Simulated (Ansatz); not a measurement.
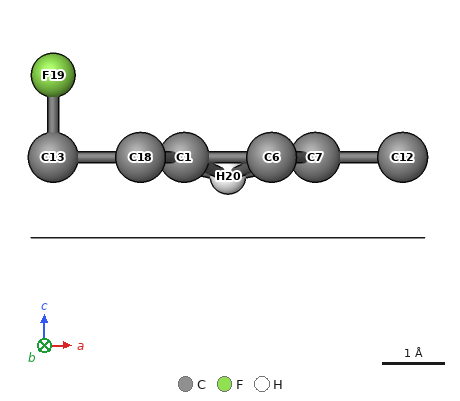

This is the input geometry for a relaxation of a slab of composition HC18F. The picture is a ball-and-stick view of the cell of the calculation, outlined in the plane, without the vacuum (origin shifted), seen along the b axis.

It is HF on graphene monolayer, set down by a guess. The run prepares an end point of a later path (dissociation) calculation, from a guessed geometry.

Method: DFT PBE-D3(BJ), scalar-relativistic, plane waves, PAW (Ansatz 0.2.0).

Input
```yaml
crystal:
  lattice:
    - [7.398, 0.0, 0.0]
    - [-3.699, 6.406856, 0.0]
    - [0.0, 0.0, 13.0]
  atoms:
    - { symbol: C, position: [0.0, 0.0, 0.07692308] }
    - { symbol: C, position: [0.22222222, 0.11111111, 0.07692308] }
    - { symbol: C, position: [0.0, 0.33333333, 0.07692308] }
    - { symbol: C, position: [0.22222222, 0.44444444, 0.07692308] }
    - { symbol: C, position: [0.0, 0.66666666, 0.07692308] }
    - { symbol: C, position: [0.22222222, 0.77777777, 0.07692308] }
    - { symbol: C, position: [0.33333333, 0.0, 0.07692308] }
    - { symbol: C, position: [0.55555556, 0.11111111, 0.07692308] }
    - { symbol: C, position: [0.33333333, 0.33333333, 0.07692308] }
    - { symbol: C, position: [0.55555555, 0.44444444, 0.07692308] }
    - { symbol: C, position: [0.33333333, 0.66666666, 0.07692308] }
    - { symbol: C, position: [0.55555555, 0.77777777, 0.07692308] }
    - { symbol: C, position: [0.66666667, 0.0, 0.07692308] }
    - { symbol: C, position: [0.88888889, 0.11111111, 0.07692308] }
    - { symbol: C, position: [0.66666667, 0.33333333, 0.07692308] }
    - { symbol: C, position: [0.88888889, 0.44444444, 0.07692308] }
    - { symbol: C, position: [0.66666666, 0.66666666, 0.07692308] }
    - { symbol: C, position: [0.88888889, 0.77777777, 0.07692308] }
    - { symbol: F, position: [0.66666667, 0.0, 0.18] }
    - { symbol: H, position: [1.11111111, 0.22222222, 0.05307692] }
basis:
  ecutwfc: 420.0
kpoints:
  mp_grid: { grid: [2, 2, 1] }
hamiltonian:
  xc: pbe
  dispersion: d3bj
scf:
  occupations: { method: gaussian, width: 0.02 }
  lower_state_search: "off"
relax:
  f_tol: 0.03
  max_steps: 60
  adjacent_minimum: "off"
output:
  write_density: true
  write_potential: true
  elf: true
  volumetric_format: npy
```

Command:
```bash
ansatz run input.yaml --threads 1 --pin off --max-ram 3072MiB --backend cpu --events-out ev --progress --plain --runs-dir out
```

Predict the outcome.

Answer. H20 moves most relative to the layer's centre: 1.97 Å at 57° to the normal (−c side). By element the largest moves are H 1.97 Å, F 0.60 Å, C 0.41 Å. The cell stays as it was. Among the contacts that change: C9–H20 1.457 → 3.419 Å, C2–H20 1.457 → 3.053 Å, C1–H20 1.457 → 2.092 Å, C14–H20 1.457 → 1.116 Å. Among the angles between lasting bonds that change: C14–C13–F19 90.0° → 107.6°, C8–C13–F19 90.0° → 105.7°, C8–C13–C14 120.0° → 111.1°. Over 15 geometry steps the energy falls by 7.354 eV per cell of the calculation. The largest force component goes from 11 to 0.011 eV/Å.

History of the run:

| step | E − E(0), meV/atom | largest force component, eV/Å |
| --- | --- | --- |
| 0 | 0.00 | 10.7727 |
| 1 | -109.33 | 4.6693 |
| 2 | -165.13 | 2.0829 |
| 3 | -190.15 | 1.5610 |
| 4 | -216.69 | 2.2190 |
| 5 | -248.80 | 2.5023 |
| 6 | -280.96 | 2.1569 |
| 7 | -310.41 | 1.5535 |
| 8 | -332.37 | 1.2501 |
| 9 | -348.18 | 0.8837 |
| 10 | -359.89 | 0.8052 |
| 11 | -362.39 | 2.1281 |
| 12 | -367.25 | 0.3520 |
| 13 | -367.66 | 0.1365 |
| 14 | -367.71 | 0.0464 |
| 15 | -367.72 | 0.0107 |

Final geometry:

```xyz
20
Lattice="7.3980 0.0000 0.0000 -3.6990 6.4069 0.0000 0.0000 0.0000 13.0000" Properties=species:S:1:pos:R:3 pbc="T T T"
C     0.0851    0.0103    0.9441
C     1.3000    0.7384    0.9820
C    -1.1816    2.2042    0.9441
C     0.0564    2.8923    0.9820
C    -2.3879    4.3164    1.0835
C    -1.1683    5.0205    1.1020
C     2.5267    0.0427    1.0798
C     3.7418    0.7709    1.1141
C     1.2951    2.1715    0.9587
C     2.5173    2.8771    0.9664
C     0.0673    4.3024    1.0798
C     1.3055    4.9907    1.1141
C     5.0235    0.0528    1.3998
C     6.1917    0.7273    0.7138
C     3.7541    2.1574    1.0154
C     5.0128    2.8882    1.0356
C     2.5124    4.3081    1.0154
C     3.7747    5.0328    1.0356
F     5.2291    0.1715    2.8344
H     5.9652    0.5965   12.6294
```

The end point in the same view:

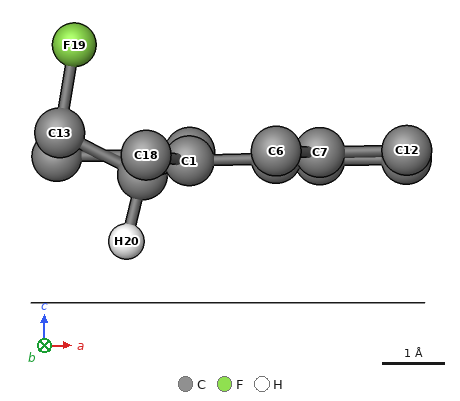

Limits of the set-up: the periodic images lie only 7.4 Å apart, so the values are limited by the cell's size.
